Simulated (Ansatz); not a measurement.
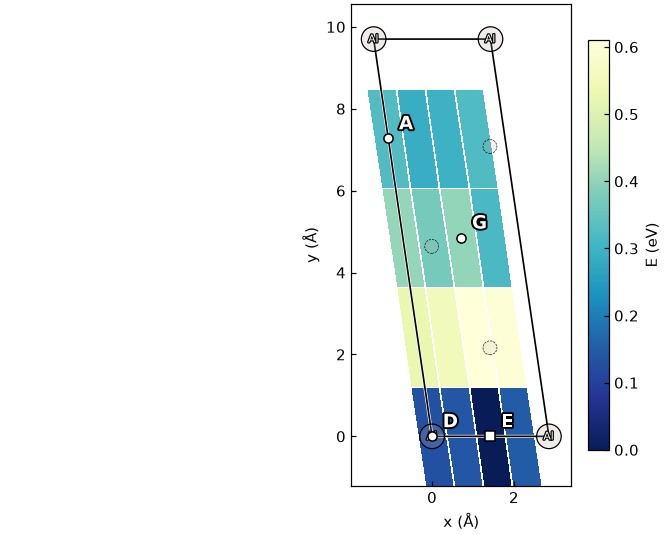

H on an Al(101) slab cut from the P6_3/mmc phase, its upper half relaxed before the scan (18 atoms of substrate and one adsorbate in a 2 × 1 cell). H is moved over the surface cell; relaxed at each place: the height of the adsorbate's atoms; substrate rigid; the origin of the map has the adsorbate above Al17. Places are given modulo a cell vector. The map is drawn in real space over the plane of the surface. The grid has 4 × 4 points. Places are given in fractions of the 1 × 1 surface cell. Energies are in eV, from the lowest grid point. At some places the adsorbate sinks to or below the level of the top layer. Computed with DFT PBE, scalar-relativistic, plane waves, PAW in Ansatz 0.2.0. Settings: cutoff 420 eV, k-mesh 5×3×1, gaussian smearing 0.1 eV, no spin polarisation.

Drawn: one coloured cell a grid point, labelled circles for the atoms of the top layer and small ones for the second layer, the outline of one cell of the plane, lettered points.

Question: Rank the lettered points by energy, lowest first.

Answer: E (0.000 eV), D (0.131 eV), A (0.325 eV), G (0.401 eV).

PAW datasets: the set soft_1.
